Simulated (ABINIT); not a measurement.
# Run report: Sb, positron calculation (part 2 of 2)

The same run, continued: Sb (2 atoms in the cell); Kohn-Sham DFT of a periodic cell, PBEsol, JTH PAW PBE v2.0, no spin polarisation (ABINIT 10.8.3); cutoff 435.38 eV, 6×6×6 k-mesh, fermi-dirac of 0.05 eV. The structure derives from an entry of the Crystallography Open Database.

Geometry of the input (Å; fractional positions):
```
2.1595  1.2468  3.7366
-2.1595  1.2468  3.7366
0.0000  -2.4936  3.7366
Sb 0.7662  0.7662  0.7662
Sb 0.2338  0.2338  0.2338
```

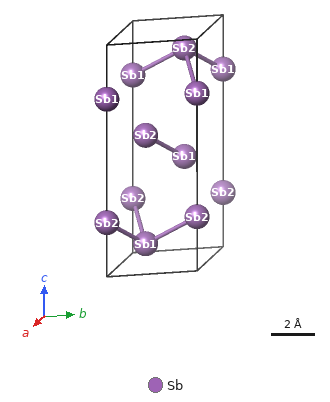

Fig. 1: The structure (ball-and-stick view of the cell 3 times as large as that of the calculation, set on its symmetry axes, seen slightly off an axis; atoms are numbered from 1 in the order of the input). An atom can appear more than once, as a periodic image.

**What the program printed, continued**
```
 ----iterations are completed or convergence reached----

 Mean square residual over all n,k,spin=   73.966E-09; max=  36.516E-06
 reduced coordinates (array xred) for    2 atoms
       0.766173150000      0.766173150000      0.766173150000
       0.233826850000      0.233826850000      0.233826850000
 rms dE/dt=  6.8197E-04; max dE/dt=  6.8197E-04; dE/dt below (all hartree)
    1       0.000681968949      0.000681968949      0.000681968949
    2      -0.000681968949     -0.000681968949     -0.000681968949

 cartesian coordinates (angstrom) at end:
    1      0.00000000000000    -0.00000000766173     8.58856273165035
    2     -0.00000000000000    -0.00000000233827     2.62112626834965

 cartesian forces (hartree/bohr) at end:
    1     -0.00000000000000    -0.00000000000000    -0.00009658138405
    2      0.00000000000000     0.00000000000000     0.00009658138405
 frms,max,avg= 5.5761288E-05 9.6581384E-05   0.000E+00  0.000E+00  0.000E+00 h/b

 cartesian forces (eV/Angstrom) at end:
    1     -0.00000000000000    -0.00000000000000    -0.00496641445101
    2      0.00000000000000     0.00000000000000     0.00496641445101
 frms,max,avg= 2.8673607E-03 4.9664145E-03   0.000E+00  0.000E+00  0.000E+00 e/A
 length scales=  1.889726125908  1.889726125908  1.889726125908 bohr
              =  1.000000000000  1.000000000000  1.000000000000 angstroms
 Fermi (or HOMO) energy (hartree) =   0.24893   Average Vxc (hartree)=  -0.34388
 Eigenvalues (hartree) for nkpt=  32  k points:
 kpt#   1, nband= 19, wtk=  0.00463, kpt=  0.0000  0.0000  0.0000 (reduced coord)
  -0.82987   -0.82987   -0.82676   -0.82676   -0.82589   -0.82259   -0.82259   -0.82240
  -0.81949   -0.81949   -0.21942    0.07072    0.17440    0.18199    0.18199    0.32591
   0.34796    0.34796    0.43537
      occupation numbers for kpt#   1
   2.00000    2.00000    2.00000    2.00000    2.00000    2.00000    2.00000    2.00000
   2.00000    2.00000    2.00000    2.00000    2.00000    2.00000    2.00000    0.00000
   0.00000    0.00000    0.00000
 prteigrs : prtvol=0 or 1, do not print more k-points.

--- !EnergyTerms
iteration_state     : {dtset: 1, }
comment             : Components of total free energy in Hartree
kinetic             :  8.27071254618613E+00
hartree             :  4.77148273867107E+01
xc                  : -4.69925187493090E+00
Ewald energy        : -1.07919006628307E+02
psp_core            :  3.76832726729467E+00
local_psp           : -1.44021974937322E+02
PAW spherical_terms :  3.16588734609099E+01
internal            : -1.65227492779459E+02
'-kT*entropy'       : -9.85942368310077E-05
total_energy        : -1.65227591373696E+02
total_energy_eV     : -4.49607180736276E+03
...

--- !EnergyTermsDC
iteration_state     : {dtset: 1, }
comment             : '"Double-counting" decomposition of free energy'
band_energy         : -1.60287502712514E+01
Ewald energy        : -1.07919006628307E+02
psp_core            :  3.76832726729467E+00
xc_dc               : -4.70544867030459E+01
PAW spherical_terms :  2.00642058976820E+00
internal            : -1.65227495745542E+02
'-kT*entropy'       : -9.85942368310077E-05
total_energy_dc     : -1.65227594339778E+02
total_energy_dc_eV  : -4.49607188807398E+03
...

--- !EnergyTermsWithPAWCore
iteration_state     : {dtset: 1, }
comment             : 'Components of total free energy, including PAW core contributions'
Total energy        : -1.29576095532426E+04
Total energy DC     : -1.29576095562087E+04
Total energy (eV)   : -3.52594518377899E+05
Total energy DC (eV): -3.52594518458610E+05
...

 Cartesian components of stress tensor (hartree/bohr^3)
  sigma(1 1)= -4.07304183E-08  sigma(3 2)=  8.25233737E-12
  sigma(2 2)= -4.07312571E-08  sigma(3 1)=  0.00000000E+00
  sigma(3 3)=  3.79245545E-08  sigma(2 1)=  0.00000000E+00

-Cartesian components of stress tensor (GPa)         [Pressure=  4.2697E-04 GPa]
- sigma(1 1)= -1.19833028E-03  sigma(3 2)=  2.42792148E-07
- sigma(2 2)= -1.19835496E-03  sigma(3 1)=  0.00000000E+00
- sigma(3 3)=  1.11577892E-03  sigma(2 1)=  0.00000000E+00

================================================================================
== DATASET  2 ==================================================================

--- !DatasetInfo
iteration_state: {dtset: 2, }
dimensions: {natom: 2, nkpt: 1, mband: 1, nsppol: 1, nspinor: 1, nspden: 1, mpw: 634, }
cutoff_energies: {ecut:  16.0, pawecutdg:  32.0, }
electrons: {nelect:   1.00000000E+00, charge:   0.00000000E+00, occopt:   2.00000000E+00, tsmear:   1.00000000E-02, }
meta: {optdriver: 0, ionmov: 0, optcell: 0, iscf: 17, paral_kgb: 0, }
...

 mkfilename : getden/=0, take file _DEN from output of DATASET   1.

 Real(R)+Recip(G) space primitive vectors, cartesian coordinates (Bohr,Bohr^-1):
 R(1)=  4.0809114  2.3561153  7.0610807  G(1)=  0.1225217  0.0707379  0.0472071
 R(2)= -4.0809114  2.3561153  7.0610807  G(2)= -0.1225217  0.0707379  0.0472071
 R(3)=  0.0000000 -4.7122306  7.0610807  G(3)=  0.0000000 -0.1414758  0.0472071
 Unit cell volume ucvol=  4.0735788E+02 bohr^3
 Angles (23,13,12)=  5.74657211E+01  5.74657211E+01  5.74657211E+01 degrees

 Coarse grid specifications (used for wave-functions):

 getcut: wavevector=  0.0000  0.0000  0.0000  ngfft=  32  32  32
         ecut(hartree)=     16.000   => boxcut(ratio)=   2.09480

 Fine grid specifications (used for densities):

 getcut: wavevector=  0.0000  0.0000  0.0000  ngfft=  45  45  45
         ecut(hartree)=     32.000   => boxcut(ratio)=   2.03554

--- Pseudopotential description ------------------------------------------------
- pspini: atom type   1  psp file is ./Sb.GGA_PBE-JTH.xml
 Pseudopotential format is: paw10
 basis_size (lnmax)=  6 (lmn_size= 18), orbitals=   0   0   1   1   2   2
 Spheres core radius: rc_sph= 2.40089151
 Shapefunction is BESSEL type: shapef(r,l)=aa(1,l)*jl(q(1,l)*r)+aa(2,l)*jl(q(2,l)*r)
 Radius for shape functions =  2.00542650
 Compensation charge density is not taken into account in XC energy/potential

--------------------------------------------------------------------------------

================================================================================

--- !BeginCycle
iteration_state: {dtset: 2, }
solver: {iscf: 17, nstep: 80, nline: 10, wfoptalg: 10, }
tolerances: {toldfe: 1.00E-07, }
...

     iter   Etot(hartree)      deltaE(h)  residm     nres2
 ETOT  1  -165.65651723560    -1.657E+02 1.159E+00 2.415E-01
 ETOT  2  -165.70391281166    -4.740E-02 4.658E-05 1.008E-01
 ETOT  3  -165.70391469873    -1.887E-06 1.719E-07 4.156E-02
 ETOT  4  -165.70392352282    -8.824E-06 3.770E-12 1.743E-04
 ETOT  5  -165.70391469875     8.824E-06 2.863E-12 9.145E-06
 ETOT  6  -165.70391469875    -2.274E-13 3.628E-17 2.227E-06
 ETOT  7  -165.70391469892    -1.678E-10 1.255E-20 8.491E-08

 At SCF step    7, etot is converged :
  for the second time, diff in etot=  1.678E-10 < toldfe=  1.000E-07

--- !ResultsGS
iteration_state: {dtset: 2, }
comment   : Summary of ground state results
lattice_vectors:
- [  4.0809114,   2.3561153,   7.0610807, ]
- [ -4.0809114,   2.3561153,   7.0610807, ]
- [  0.0000000,  -4.7122306,   7.0610807, ]
lattice_lengths: [   8.48905,    8.48905,    8.48905, ]
lattice_angles: [ 57.466,  57.466,  57.466, ] # degrees, (23, 13, 12)
lattice_volume:   4.0735788E+02
convergence: {deltae: -1.678E-10, res2:  8.491E-08, residm:  1.255E-20, diffor:  0.000E+00, }
etotal    :  -1.65703915E+02
entropy   :   0.00000000E+00
fermie    :  -4.76320359E-01
cartesian_stress_tensor: null
pressure_GPa: null
xred      :
- [  7.6617E-01,   7.6617E-01,   7.6617E-01, Sb]
- [  2.3383E-01,   2.3383E-01,   2.3383E-01, Sb]
cartesian_forces: null
force_length_stats: {min: null, max: null, mean: null, }
...

 Integrated electronic density in atomic spheres:
 ------------------------------------------------
 Atom  Sphere_radius  Integrated_density
    1        2.40089          0.03593560
    2        2.40089          0.03593560

--------------------------------------------------------------------------------
 Results for electron-positron annihilation:

 # Zero-positron density limit of Arponen and Pajanne fitted by Sterne & Kaiser
   Ref.: P.A. Sterne and J.H. Kaiser, Phys. Rev. B 43, 13892 (1991)
 # Enhancement factor of Sterne & Kaiser
   Ref.: P.A. Sterne and J.H. Kaiser, Phys. Rev. B 43, 13892 (1991)

 Positron lifetime                         (ps)   =  2.19765619E+02
 Positron lifetime with IPM for core elec. (ps)   =  2.20877552E+02
 Annihilation rate                         (ns-1) =  4.55030230E+00
 Annihilation rate with IPM for core elec. (ns-1) =  4.52739535E+00

 Annihilation rate core/valence decomposition:
   Core    contribution to ann.rate          (ns-1) =  1.41725110E-01
   Valence contribution to ann.rate          (ns-1) =  4.40857719E+00
   Core    contribution to ann.rate with IPM (ns-1) =  1.06937374E-01
   Valence contribution to ann.rate with IPM (ns-1) =  4.42045797E+00

 Annihilation rate PAW decomposition:
   Plane-wave contribution to ann.rate          (ns-1) =  4.35083988E+00
   Plane-wave valence contribution to ann.rate  (ns-1) =  4.32798496E+00
   On-site core contribution to ann.rate        (ns-1) =  1.18870196E-01
   On-site valence contribution to ann.rate     (ns-1) =  8.05922305E-02
   Plane-wave contribution to ann.rate with IPM (ns-1) =  4.34244076E+00
   Plane-wave core contrb. to ann.rate with IPM (ns-1) =  7.97837158E-03

      (*) IPM=Independent particle Model

================================================================================

 ----iterations are completed or convergence reached----

 Mean square residual over all n,k,spin=   12.550E-21; max=  12.550E-21
 reduced coordinates (array xred) for    2 atoms
       0.766173150000      0.766173150000      0.766173150000
       0.233826850000      0.233826850000      0.233826850000
 rms dE/dt=  0.0000E+00; max dE/dt=  0.0000E+00; dE/dt below (all hartree)
    1       0.000000000000      0.000000000000      0.000000000000
    2       0.000000000000      0.000000000000      0.000000000000

 cartesian coordinates (angstrom) at end:
    1      0.00000000000000    -0.00000000766173     8.58856273165035
    2     -0.00000000000000    -0.00000000233827     2.62112626834965
 length scales=  1.889726125908  1.889726125908  1.889726125908 bohr
              =  1.000000000000  1.000000000000  1.000000000000 angstroms
 Fermi (or HOMO) energy (hartree) =  -0.47632   Average Vxc (hartree)=  -0.31568
 Eigenvalues (hartree) for nkpt=   1  k points:
 kpt#   1, nband=  1, wtk=  1.00000, kpt=  0.0000  0.0000  0.0000 (reduced coord)
  -0.47632

--- !EnergyTerms
iteration_state     : {dtset: 2, }
comment             : Components of total free energy in Hartree
kinetic             :  8.61555096357197E-02
local_psp           : -9.90188311795955E-01
PAW spherical_terms :  6.63948435262449E-03
positronic          : -8.97393317807592E-01
electronic          : -1.65227594339778E+02
electron_positron_interaction:  4.20923800749273E-01
total_energy        : -1.65704063856837E+02
total_energy_eV     : -4.50903728413709E+03
...

--- !EnergyTermsDC
iteration_state     : {dtset: 2, }
comment             : '"Double-counting" decomposition of free energy'
band_energy         : -4.76320359026478E-01
PAW spherical_terms :  0.00000000000000E+00
electron_positron_dc: -4.20923800862077E-01
positronic          : -8.97244159888538E-01
electronic          : -1.65227594339778E+02
electron_positron_interaction:  4.20923800749273E-01
total_energy_dc     : -1.65703914698918E+02
total_energy_dc_eV  : -4.50903322534334E+03
...

== END DATASET(S) ==============================================================
================================================================================

 -outvars: echo values of variables after computation  --------
            acell      1.8897261259E+00  1.8897261259E+00  1.8897261259E+00 Bohr
           etotal1    -1.6522759434E+02
           etotal2    -1.6570391470E+02
            fcart1    -2.4202907764E-20 -4.4704891221E-21 -9.6581384051E-05
                       2.4202907764E-20  4.4704891221E-21  9.6581384051E-05
            fcart2     9.9999999999E+99  9.9999999999E+99  9.9999999999E+99
                       9.9999999999E+99  9.9999999999E+99  9.9999999999E+99
            rprim      2.1595253000E+00  1.2468025100E+00  3.7365630000E+00
                      -2.1595253000E+00  1.2468025100E+00  3.7365630000E+00
                       0.0000000000E+00 -2.4936050300E+00  3.7365630000E+00
           strten1    -4.0730418335E-08 -4.0731257124E-08  3.7924554488E-08
                       8.2523373703E-12  0.0000000000E+00  0.0000000000E+00
           strten2     9.9999999999E+99  9.9999999999E+99  9.9999999999E+99
                       9.9999999999E+99  9.9999999999E+99  9.9999999999E+99
           xangst      2.3381724545E-17 -7.6617311659E-09  8.5885627317E+00
                      -2.3381724545E-17 -2.3382683917E-09  2.6211262683E+00
             xred      7.6617315000E-01  7.6617315000E-01  7.6617315000E-01
                       2.3382685000E-01  2.3382685000E-01  2.3382685000E-01
 Calculation completed.
```
